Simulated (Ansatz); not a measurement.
Single-point calculation of Ir

Ir (Immm, 1 atom in the cell), computed with DFT PBE, scalar-relativistic, plane waves, PAW, no spin polarisation (Ansatz 0.2.0).

The structure derives from an entry of the Crystallography Open Database. It belongs to a series of runs on one base structure; here: strain +0.0075 x Voigt [0, 0, 0, 0, 0, 1], atoms carried along. Figures and captions count atoms from 1; the log counts them from 0 in places.

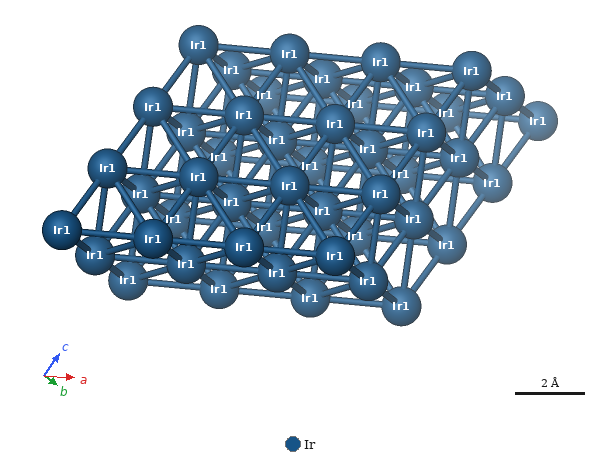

Figure 1. The input geometry (ball-and-stick view of the reduced cell, repeated 3 × 2 × 3, seen at an oblique angle; atoms are numbered from 1 in the order of the input). An atom can appear more than once, as a periodic image. Near neighbours in the periodic cell (some may lie outside the picture): Ir has 12 Ir at 2.70 to 2.73 Å.

**Key numbers**

```json
{"quantity": "outcome", "value": "converged"}
{"quantity": "space group (tolerance 0.01 Å)", "value": "Immm (71)"}
{"quantity": "electrons treated", "value": "17"}
{"quantity": "free energy", "value": "−11935.3016 eV"}
{"quantity": "Fermi energy", "value": "25.795 eV"}
{"quantity": "gap on the k-point mesh", "value": "none (metallic)"}
{"quantity": "pressure", "value": "9.16 GPa"}
{"quantity": "largest force (length of the vector)", "value": "under 0.001 eV/Å"}
{"quantity": "hardware", "value": "1 thread of Intel Xeon @ 2.50GHz (Skylake/Cascade Lake), 189 GiB of memory available, shared host"}
{"quantity": "wall time", "value": "40 s"}
{"quantity": "peak memory", "value": "0.55 GiB"}
```

**Notes**

Spin–orbit coupling is left out, which matters for Ir. The cell is under a pressure of 9.2 GPa at this level, so it is not at its equilibrium volume.

**Input file**
```yaml
crystal:
  lattice:
    - [0.007198875, 1.9197, 1.9197]
    - [1.9197, 0.007198875, 1.9197]
    - [1.926898875, 1.926898875, 0.0]
  atoms:
    - { symbol: Ir, position: [0.0, 0.0, 0.0] }
basis:
  ecutwfc: 420
kpoints:
  mp_grid: { grid: [22, 22, 22] }
hamiltonian:
  xc: pbe
scf:
  occupations: { method: gaussian, width: 0.15 }
output:
  forces: true
  stress: true
  eigenvalues: true
  write_density: true
  write_potential: true
  elf: true
  volumetric_format: npy
```

Launched with:
```bash
ansatz run input.yaml --threads 1 --pin off --max-ram 2560MiB --backend cpu --events-out ev --progress --plain --runs-dir out
```

**The program's output**
```
Engine: ansatz 0.2.0, x86_64-unknown-linux-gnu
Pseudopotentials: kind: paw
Pseudopotential: Ir, paw, valence charge 17, recommended cutoff 420 eV (normal), Ir.paw.azcp
Functional definition: PBE
  parameter kappa = 0.804
  parameter beta = 0.06672455060314922
  exchange = pbe_x(kappa = kappa, mu = beta*pi^2/3)
  correlation = pbe_c(beta = beta)
Crystal: 1 atoms, lattice volume = 14.149 Å³
Basis set: ecut = 420 eV, 283 PW (Γ), exchange–correlation on 40×40×40 points (8 copies of the dense FFT grid, shifted against one another)
Bands: 13, of which v1, the nominal top of the filled ones, is band 9 counted from 1 (8 counted from 0)
Symmetry: 8 space group operations
Space group: Immm (ITA 71), of the structure as read, at distance tolerance 2.4e-5 Å
k-points: 1530 of 10648
Non-local potential: Ir, projectors of the file, l = 0: 3, l = 1: 2, l = 2: 2, l = 3: 1
PAW form: soft (Blöchl's): semilocal exchange-correlation on the pseudo side does not see the compensation charge
PAW one-centre angular grid: Ir, 590 points (default); XC on 64 Gauss nodes
Initial density: superposition of atomic densities (neutral atoms: chi_scale 0, normalization atom), corrected by the library's trained network
Initial wavefunctions: pseudopotential atomic-orbital guess
Functional: x = pbe(κ = 0.804, μ = 0.2195149727645171), c = pbe(β = 0.06672455060314922)
SCF iter   1: F=—  HF=-11935.300608 eV  |F-HF|=—  |Δ(HF+E_count)|=         —  Δρ=4.00e-3  dr2=3.20e-4  ethr=1.77e-3  ⟨swp⟩=5.0  Hψ=96284  notcnv=0
preconditioner: auto → none  [metal: Δε(μ)=0.003 eV  Ē_g=14.220 eV  σ=0.150 eV  W_gap=0.01  n_scr=0 (ndim 8)  ℏωp=29.6 eV  f_vac=0.000  D(μ)=1.09/eV (n_scr^D=14)]
SCF iter   2: F=—  HF=-11935.301265 eV  |F-HF|=—  |Δ(HF+E_count)|=   6.57e-4  Δρ=2.07e-3  dr2=8.68e-5  ethr=1.88e-6  ⟨swp⟩=2.2  Hψ=40375  notcnv=0
SCF iter   3: F=—  HF=-11935.301561 eV  |F-HF|=—  |Δ(HF+E_count)|=   2.96e-4  Δρ=4.76e-4  dr2=2.73e-5  ethr=5.10e-7  ⟨swp⟩=2.0  Hψ=26497  notcnv=0
SCF iter   4: F=—  HF=-11935.301554 eV  |F-HF|=—  |Δ(HF+E_count)|=   6.47e-6  Δρ=9.35e-5  dr2=9.81e-7  ethr=1.60e-7  ⟨swp⟩=2.4  Hψ=27586  notcnv=0
iter 5 did not close the SCF: its close was put off for the readings that it lacked (scf_convergence_deferred on its scf_iter line)
SCF iter   5: F=-11935.301554 eV  HF=-11935.301554 eV  |F-HF|=2.39e-8  |Δ(HF+E_count)|=   2.81e-7  Δρ=2.74e-5  dr2=5.81e-8  ethr=5.77e-9  ⟨swp⟩=2.4  Hψ=25510  notcnv=0
SCF iter   6: F=-11935.301554 eV  HF=-11935.301554 eV  |F-HF|=5.46e-12  |Δ(HF+E_count)|=   1.11e-8  Δρ=8.63e-7  dr2=3.55e-11  ethr=3.42e-10  ⟨swp⟩=6.0  Hψ=102255  notcnv=0
SCF 1 converged in 6 iterations: F = -11935.301554 eV  dr2 = 3.55e-11
  greatest PAW one-centre occupation: 1.000 electrons in one spin orbital (limit 2), on the Ir atom at site 0 (counted from 0), in its partial waves of l = 0
```

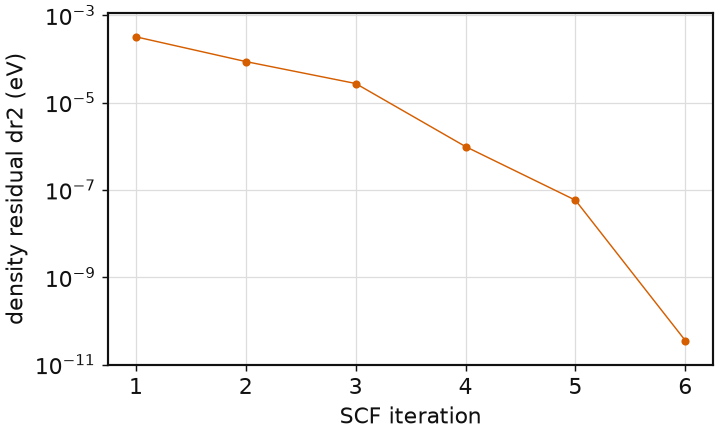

Figure 2. Convergence of the self-consistent field: density residual dr2 against the SCF iteration. The residual falls at every step.

```
SCF converged after 6 iterations
Free energy (F): -11935.301554 eV
Harris-Foulkes:  -11935.301554 eV  (|F-HF|=5.46e-12)
Internal energy: -11935.289301 eV  (E = F + TS)
E sigma→0 (E₀):  -11935.295427 eV
Entropy (-TS):   -0.012253 eV (-12.253 meV/atom)
Fermi energy:    25.795354 eV
--- Per-component energies (eV) ---
  E_band       = -82.465128
  E_kinetic    = 623.536848
  E_local      = -1063.761057  (includes V_loc(G=0)·N_el)
  E_nonlocal   = 72.594492
  E_hartree    = 408.775234
  E_xc         = -268.259653
  E_vxc        = -300.495986  (∫ρ·V_xc dr)
  E_paw        = -9223.428814  (= ΣΔE_a)
  E_vpaw       = -231.890088  (= ΣTr[D̂ρ^β])
  E_aug_tail   = 0.000054  (compensation charges beyond the density's cutoff)
  E_ewald      = -2484.746405
  E_smearing   = -0.012253  (= −TS)
  E_closure    = 0.000000  (closes the sum)
  Σ components = -11935.301554   (vs F -11935.301554, Δ=0.00e0)
--- Forces (eV/Å), atoms counted from 1 ---
  atom   1  Ir     0.00000000     0.00000000    -0.00000000
  max |Σ_I F_I| component: 2.47e-32 eV/Å
--- Stress (GPa, compression-positive) ---
        9.171660      -2.105576      -0.000000
       -2.105576       9.171660      -0.000000
       -0.000000      -0.000000       9.128593
  P = ⅓ Tr σ = 9.1573 GPa (91.573 kbar)
--- Band table (eV; the first three rows and the last of 1530) ---
  k-point 0: bands = ["-67.0517", "-23.5385", "-23.5352", "-23.5318", "14.6990", "21.8755", "21.9317", "21.9924", "24.6277", "24.6281", "39.4252", "44.8211", "44.9375"]
  k-point 1: bands = ["-67.0503", "-23.5540", "-23.5383", "-23.5340", "14.7913", "21.8393", "21.9570", "22.0325", "24.6020", "24.6021", "39.5852", "44.4101", "45.0572"]
  k-point 2: bands = ["-67.0465", "-23.6019", "-23.5448", "-23.5407", "15.0619", "21.7099", "22.0583", "22.1426", "24.5384", "24.5391", "40.0399", "43.4126", "45.5091"]
  k-point 1529: bands = ["-66.9638", "-24.2804", "-23.8349", "-23.8213", "17.8995", "18.4750", "26.6995", "27.3137", "27.3177", "27.4972", "36.3571", "37.1638", "37.4412"]
```

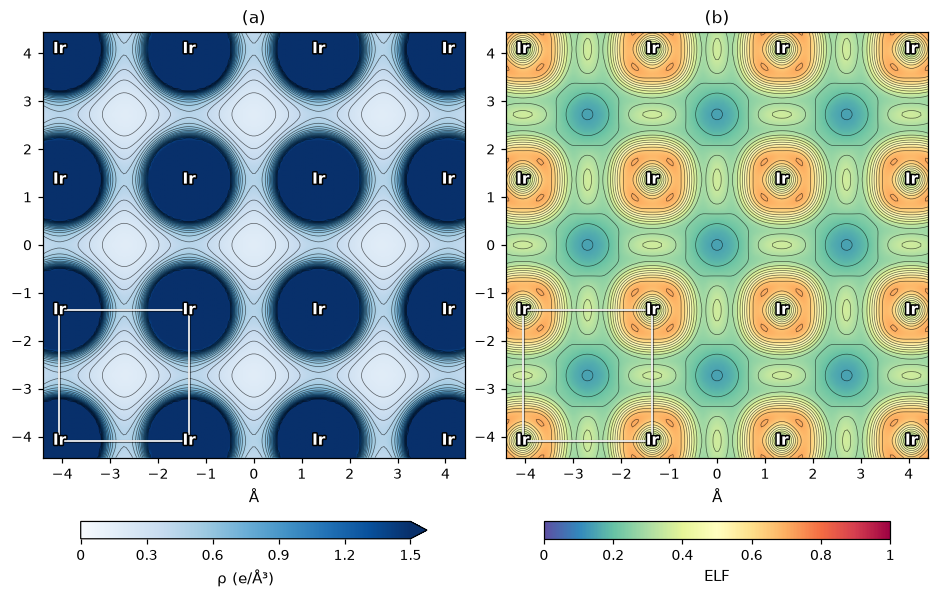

Figure 3. (a) valence charge density (pseudo); (b) electron localisation function on the (001) plane of the conventional cell. Atoms in the plane: Ir. Away from the nuclei the density in this plane falls to 0.17 e/Å³ at its lowest. The strong features right at Ir lie inside the PAW spheres (semicore, d or f shells) and say nothing about bonding. In a PAW calculation such maps are meaningful between the atoms, not at the nuclei.

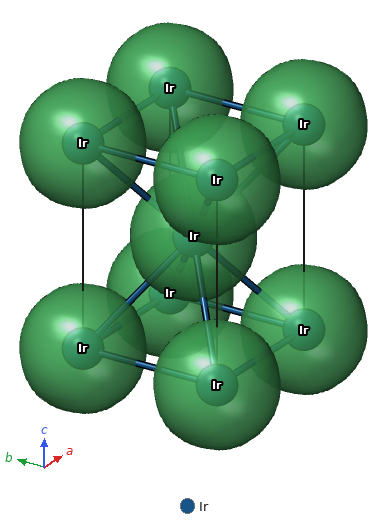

Figure 4. Isosurface of the valence charge density (pseudo) at 0.6 e/Å³ (green), seen at an oblique angle. Sticks mark near contacts. The outline is the cell set on symmetry axes. At this value the density breaks into separate islands; it holds about 80 % of the electrons treated as valence (semicore included). It is pinched off along the Ir–Ir (2.70 Å) contacts. On the grid the lowest density along these lines, outside the cores, is 0.46 e/Å³ (Ir–Ir, 2.70 Å).
